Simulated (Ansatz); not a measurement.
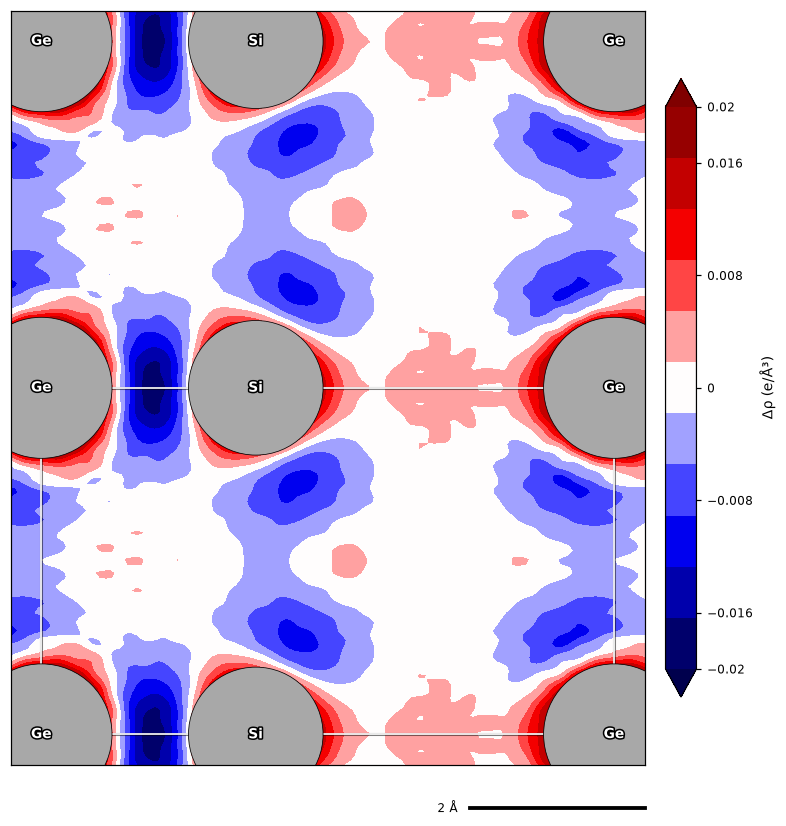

SiGe. Difference of the valence pseudo-densities of two functionals at the same geometry, on the (11̄0) plane of the calculation cell: one of LDA and r2SCAN less the other.

Space group P6₃mc; a structure from a database of computed crystals, not necessarily the ambient phase.

Both computed with Ansatz (plane waves, PAW), on the same k-point mesh. Grey discs cover the atomic cores.

```cif
data_structure
_symmetry_space_group_name_H-M 'P 1'
_symmetry_Int_Tables_number 1
_cell_length_a 3.9810
_cell_length_b 3.9810
_cell_length_c 6.5773
_cell_angle_alpha 90.000
_cell_angle_beta 90.000
_cell_angle_gamma 120.000
_cell_volume 90.28
loop_
_atom_site_label
_atom_site_type_symbol
_atom_site_fract_x
_atom_site_fract_y
_atom_site_fract_z
_atom_site_occupancy
Ge1 Ge 0.33333 0.66667 0.00039 1
Ge2 Ge 0.66667 0.33333 0.50039 1
Si1 Si 0.33333 0.66667 0.37461 1
Si2 Si 0.66667 0.33333 0.87461 1
```

### Which was subtracted from which, and what does the map show?

It is LDA less r2SCAN. Against r2SCAN, LDA gives a change of −0.019 e/Å³ at the midpoint of Si–Ge.
